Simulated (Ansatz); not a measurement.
# A series of single points on Ti3Al

System: Ti3Al (Amm2, 4 atoms in the cell).
Method: DFT LDA, scalar-relativistic, plane waves, PAW, PAW set soft_1, no spin polarisation (Ansatz 0.2.0).

The 6 runs differ only in the geometry, by a shift of atoms along one path in a fixed cell. The shift s is measured from run 4: Ti1 moves along the Cartesian direction (0.00, −1.00, 0.00), and Ti2, Ti3 and Al4 with it in fixed proportion. The structure derives from a Materials Project entry.

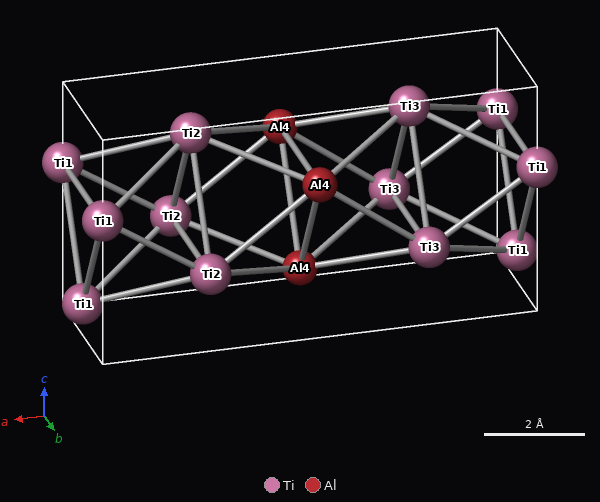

Figure 1. The structure of run 4 (ball-and-stick view of the cell 2 times as large as that of the calculation, set on its symmetry axes, seen at an oblique angle; atoms are numbered from 1 in the order of the input).

### Input of run 4
```yaml
crystal:
  lattice:
    - [2.8609400907, 0.0, 0.0]
    - [-1.4304700453, 2.4776467973, 0.0]
    - [0.0, 0.0, 9.0513401041]
  atoms:
    - { symbol: Ti, position: [0.6400284872, 0.2800569744, 0.0] }
    - { symbol: Ti, position: [0.3425618708, 0.6851237415, 0.751522362] }
    - { symbol: Ti, position: [0.3425618708, 0.6851237415, 0.248477638] }
    - { symbol: Al, position: [0.6811804771, 0.3623609542, 0.5] }
basis:
  ecutwfc: 520.0
kpoints:
  mp_grid: { grid: [15, 15, 6] }
hamiltonian:
  xc: lda
  pseudopotentials: { kind: paw, azcp: { folder: soft_1 } }
scf:
  occupations: { method: gaussian, width: 0.15 }
output:
  forces: true
  stress: true
  eigenvalues: true
```

Command:
```bash
ansatz run input.yaml --threads 2 --pin off --max-ram 4096MiB --backend cpu --events-out ev --progress --plain --runs-dir out
```

Run 5 differs from it as follows:
```diff
-    - { symbol: Ti, position: [0.6400284872, 0.2800569744, 0.0] }
-    - { symbol: Ti, position: [0.3425618708, 0.6851237415, 0.751522362] }
-    - { symbol: Ti, position: [0.3425618708, 0.6851237415, 0.248477638] }
-    - { symbol: Al, position: [0.6811804771, 0.3623609542, 0.5] }
+    - { symbol: Ti, position: [0.6133903078, 0.2267806155, 0.0] }
+    - { symbol: Ti, position: [0.3517904082, 0.7035808164, 0.751522362] }
+    - { symbol: Ti, position: [0.3517904082, 0.7035808164, 0.248477638] }
+    - { symbol: Al, position: [0.6956942875, 0.391388575, 0.5] }
```

### Results, with one run withheld

```tsv
run	shift s of Ti1 (Å)	free energy per atom, from the lowest run given (meV)	pressure (GPa)	force along the path (eV/Å)
1	−0.5280	27.26	−0.78	0.475
2	−0.3960	11.52	−0.42	0.441
3	−0.2640	0.00	−0.14	0.242
4	0.0000	0.47	−0.16	−0.287
5	0.1320	?	?	?
6	0.2640	44.75	−1.27	−1.099
```

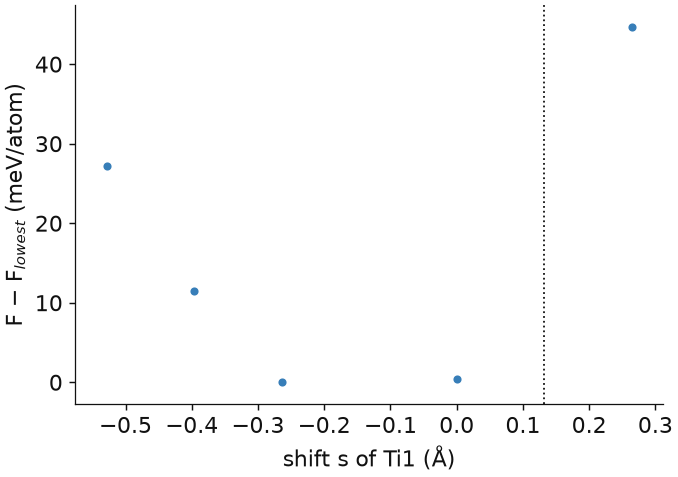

Figure 2. Free energy per atom of the runs given; the dotted line marks run 5.

Estimate the energy of run 5 from the others.

A cubic polynomial in the coordinate, fitted to the 5 runs given, misses them by at most 0.17 meV per atom. With x = s + 0.1848, it reads F = −3.4009 − 27.471 x + 232.54 x² + 151.01 x³ (meV per atom). At run 5 it gives 16.04 meV per atom, and the run itself gives 15.89. The slope of the fit gives a force −dF/ds of −0.661 eV/Å along the path (summed over the atoms that move), and the printed forces give −0.660 eV/Å. The fit has its minimum at s = −0.1288 Å.

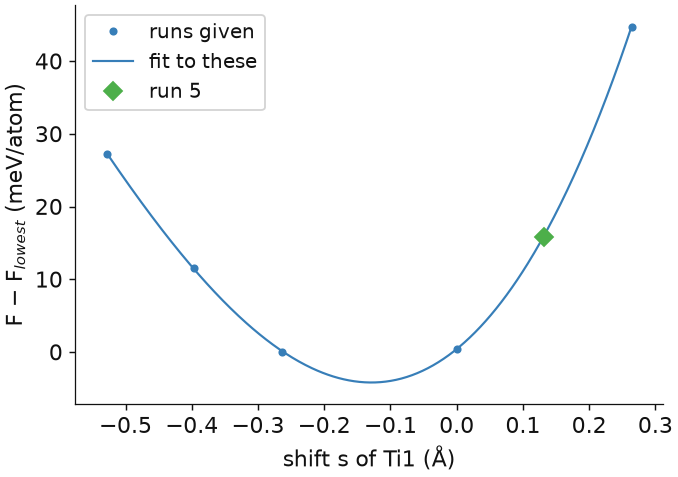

Figure 3. The fit and the withheld run.

### Output, shortened to warnings, some set-up lines, iterations and results (run 5)
```
Warning: [file] the record states the generating functional pbe (its physics header spells it `PBE`), which answers neither for hamiltonian.xc's functional nor for the lda family's — results may be inconsistent (PPs are generated against a specific XC)
Warning: [file] the record states the generating functional pbe (its physics header spells it `PBE`), which answers neither for hamiltonian.xc's functional nor for the lda family's — results may be inconsistent (PPs are generated against a specific XC)
Basis set: ecut = 520 eV, 1737 PW (Γ)
Symmetry: 4 space group operations
k-points: 256 of 1350 (time reversal used)
Initial density: superposition of atomic densities (chi_scale 0.1, normalization cell, long waves kept (reshape's long-wave potential 0.04 eV rms))
[...]
SCF iter   1: F=—  HF=-7865.291003 eV  |F-HF|=—  |Δ(HF+E_count)|=         —  Δρ=5.39e-2  dr2=7.86e0  ethr=3.10e-3  ⟨swp⟩=4.8  Hψ=22578  notcnv=0
SCF iter   2: F=—  HF=-7864.942036 eV  |F-HF|=—  |Δ(HF+E_count)|=   3.49e-1  Δρ=5.87e-2  dr2=1.35e1  ethr=3.10e-3  ⟨swp⟩=2.2  Hψ=13486  notcnv=0  defer=4
SCF iter   3: F=—  HF=-7864.559758 eV  |F-HF|=—  |Δ(HF+E_count)|=   3.82e-1  Δρ=2.52e-2  dr2=2.08e0  ethr=3.10e-3  ⟨swp⟩=3.7  Hψ=13166  notcnv=0  defer=3
SCF iter   4: F=—  HF=-7864.281071 eV  |F-HF|=—  |Δ(HF+E_count)|=   2.79e-1  Δρ=1.28e-2  dr2=2.84e-1  ethr=3.10e-3  ⟨swp⟩=2.6  Hψ=10899  notcnv=0  defer=22
SCF iter   5: F=—  HF=-7864.256977 eV  |F-HF|=—  |Δ(HF+E_count)|=   2.41e-2  Δρ=4.86e-3  dr2=3.27e-2  ethr=7.28e-4  ⟨swp⟩=2.0  Hψ=8199  notcnv=0  defer=17
SCF iter   6: F=—  HF=-7864.252689 eV  |F-HF|=—  |Δ(HF+E_count)|=   4.29e-3  Δρ=1.11e-3  dr2=1.88e-3  ethr=8.37e-5  ⟨swp⟩=1.6  Hψ=6631  notcnv=0  defer=17
SCF iter   7: F=—  HF=-7864.252521 eV  |F-HF|=—  |Δ(HF+E_count)|=   1.68e-4  Δρ=1.50e-4  dr2=1.10e-5  ethr=4.81e-6  ⟨swp⟩=1.6  Hψ=6421  notcnv=0  defer=17
SCF iter   8: F=—  HF=-7864.252524 eV  |F-HF|=—  |Δ(HF+E_count)|=   2.59e-6  Δρ=2.95e-5  dr2=8.93e-7  ethr=2.83e-8  ⟨swp⟩=2.0  Hψ=7966  notcnv=0  defer=17
SCF iter   9: F=-7864.252524 eV  HF=-7864.252524 eV  |F-HF|=3.70e-9  |Δ(HF+E_count)|=   1.84e-7  Δρ=4.19e-6  dr2=5.25e-9  ethr=2.56e-10  ⟨swp⟩=5.6  Hψ=25503  notcnv=0
SCF 1 converged in 9 iterations: F = -7864.252524 eV  dr2 = 5.25e-9
SCF converged after 9 iterations
Free energy (F): -7864.252524 eV
Harris-Foulkes:  -7864.252524 eV  (|F-HF|=3.70e-9)
Internal energy: -7864.204554 eV  (E = F + TS)
E sigma→0 (E₀):  -7864.228539 eV
Entropy (-TS):   -0.047970 eV (-11.993 meV/atom)
Fermi energy:    12.360226 eV
--- Per-component energies (eV) ---
  E_band       = -466.683651
  E_kinetic    = 870.690552
  E_local      = -3664.056796  (includes V_loc(G=0)·N_el)
  E_nonlocal   = 206.646187
  E_hartree    = 1558.363207
  E_xc         = -384.317591
  E_vxc        = -466.587353  (∫ρ·V_xc dr)
  E_paw        = -3427.914113  (= ΣΔE_a)
  E_vpaw       = -530.102708  (= ΣTr[D̂ρ^β])
  E_aug_tail   = -0.000081  (compensation charges beyond the density's cutoff)
  E_ewald      = -3024.649487
  E_core_change = 1.033569  (= ΣΔE_core)
  E_smearing   = -0.047970  (= −TS)
  E_closure    = -0.000000  (closes the sum)
  Σ components = -7864.252524   (vs F -7864.252524, Δ=0.00e0)
--- Forces (eV/Å), atoms counted from 1 ---
  atom   1  Ti     0.00000000     0.47850555     0.00000000
  atom   2  Ti    -0.00000000    -0.20056494     0.01091122
  atom   3  Ti    -0.00000000    -0.20056494    -0.01091122
  atom   4  Al    -0.00000000    -0.07738137     0.00000000
  max |Σ_I F_I| component: 5.71e-6 eV/Å
--- Stress (GPa, compression-positive) ---
       -2.640685       0.000000       0.000000
        0.000000       1.201655       0.000000
        0.000000       0.000000      -0.417866
  P = ⅓ Tr σ = -0.6190 GPa (-6.190 kbar)
```

The program warns: the PAW datasets were made with another functional.
